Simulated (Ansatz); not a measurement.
## Electronic structure of Zn$_{7}$S$_{8}$ (cell with a defect) in real space

```xyz
15
Lattice="0.0000 0.0000 -6.3046 -3.8441 -6.6581 0.0000 -3.8441 6.6581 0.0000" Properties=species:S:1:pos:R:3 pbc="T T T"
Zn   -3.8371    2.2233   -0.0151
Zn   -3.8510   -4.4348   -0.0151
Zn   -5.7661   -1.1178   -0.0151
Zn   -3.8512    4.4429   -3.1297
Zn   -1.9220    1.1015   -3.1297
Zn   -5.7661    1.1096   -3.1654
Zn   -3.8370   -2.2152   -3.1297
S    -1.9220   -1.1096   -3.8782
S    -3.8427    2.2202   -3.9521
S    -3.8455   -4.4379   -3.9521
S    -5.7661   -1.1112   -3.9521
S    -3.8082    4.4181   -0.7977
S    -1.9220    1.1511   -0.7977
S    -5.7661    1.1096   -0.7975
S    -3.8799   -2.2401   -0.7977
```

Spin-polarised.

All numbers below come from DFT PBE, scalar-relativistic, plane waves, PAW in Ansatz.

The density is the valence pseudo-density of a PAW calculation; it isn't the true density close to the nuclei.

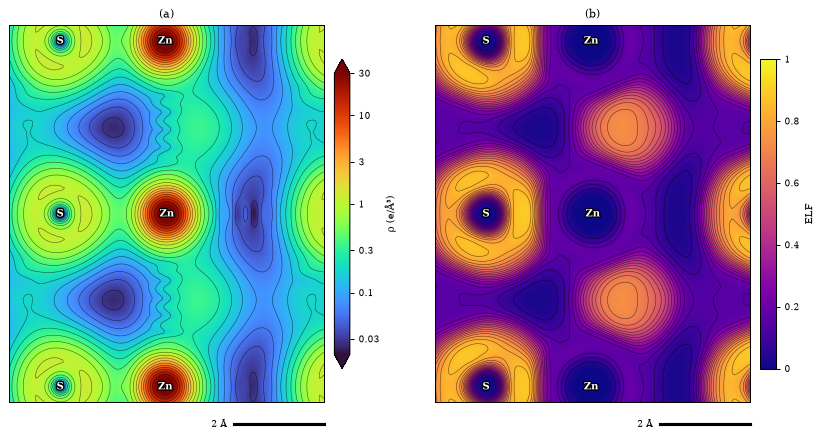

Figure 1. (a) valence pseudo-density; (b) electron localisation function on the (010) plane of the calculation cell.

> What do the fields say about this system?

- The plane passes through Zn and S nuclei.
- Zn–S (2.33 Å): ρ at the midpoint is about 0.49 e/Å³; the ELF peaks at about 0.90 in the valence shell of S, 0.9 Å from its nucleus, and is about 0.55 at the midpoint.
- Between the atoms the lowest density in this plane is 0.02 e/Å³.

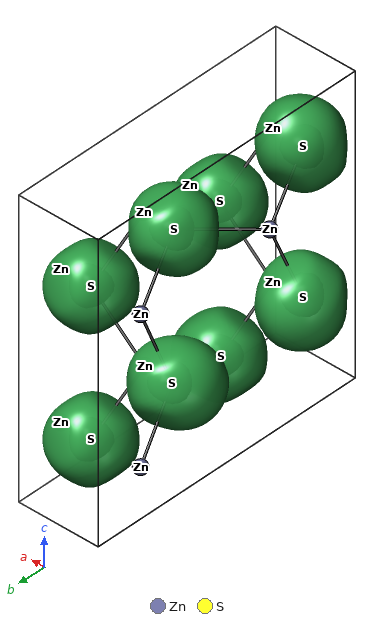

Figure 2. Isosurface of the ELF at 0.7 (green), seen at an oblique angle. Core shells and regions of very low density are left out. Sticks mark near contacts.

> Describe the localisation domains.

The ELF exceeds this value in eight regions wrapped around S (the valence shell of each), counted in one cell of 15 atoms. Regions shared between cells count once.

> Does the calculation make it a metal, or give it a gap?

It is metallic or semimetallic at this level of theory: no gap opens.
